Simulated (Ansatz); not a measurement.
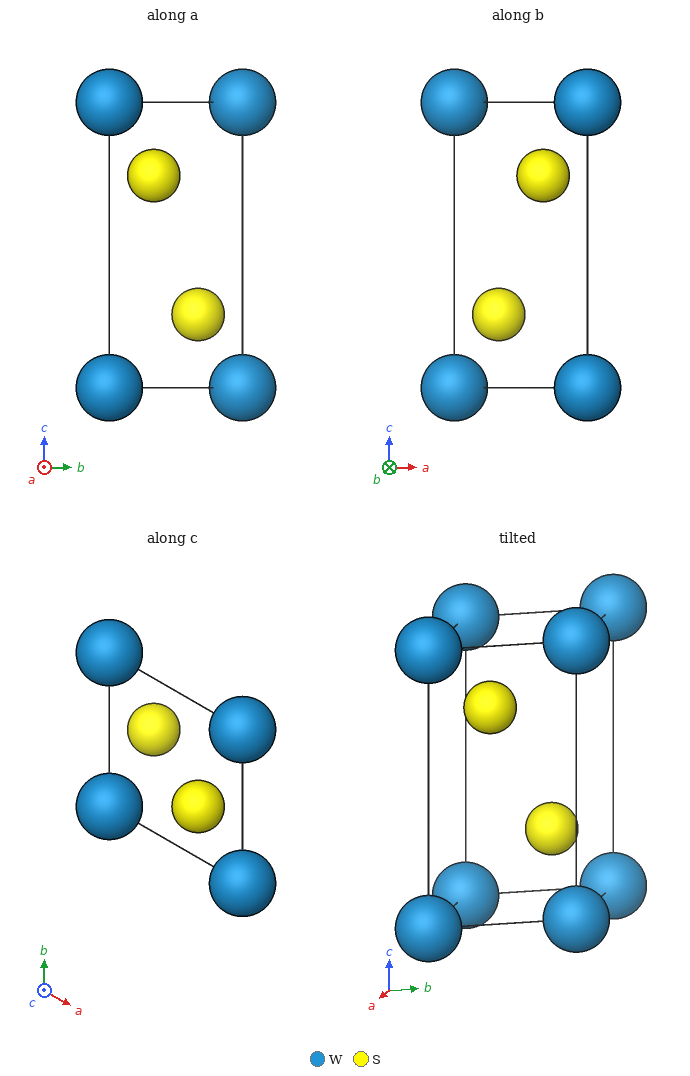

We look at a spheres-only model of the crystal along the a axis, along the b axis, along the c axis and slightly off an axis. The frame is the conventional unit cell; atoms at its boundary are shown with their periodic copies.

Lattice parameters: a = 3.2288 Å, b = 3.2288 Å, c = 5.9936 Å, α = 90.000°, β = 90.000°, γ = 120.000°.

**Express the structure as a CIF in P1 with every atom of the cell, with free fractional coordinates to two decimals.**

```cif
data_structure
_symmetry_space_group_name_H-M 'P 1'
_symmetry_Int_Tables_number 1
_cell_length_a 3.2288
_cell_length_b 3.2288
_cell_length_c 5.9936
_cell_angle_alpha 90.000
_cell_angle_beta 90.000
_cell_angle_gamma 120.000
_cell_volume 54.11
loop_
_atom_site_label
_atom_site_type_symbol
_atom_site_fract_x
_atom_site_fract_y
_atom_site_fract_z
_atom_site_occupancy
W1 W 0.00 0.00 0.00 1
S1 S 0.3333 0.6667 0.26 1
S2 S 0.6667 0.3333 0.74 1
```

Origin of the cell: a structure type filled with these elements by a generator (whether the compound takes this form wasn't checked). Earlier steps of the study may have refined or changed the cell and positions. An electronic-structure calculation with Ansatz was run on it.
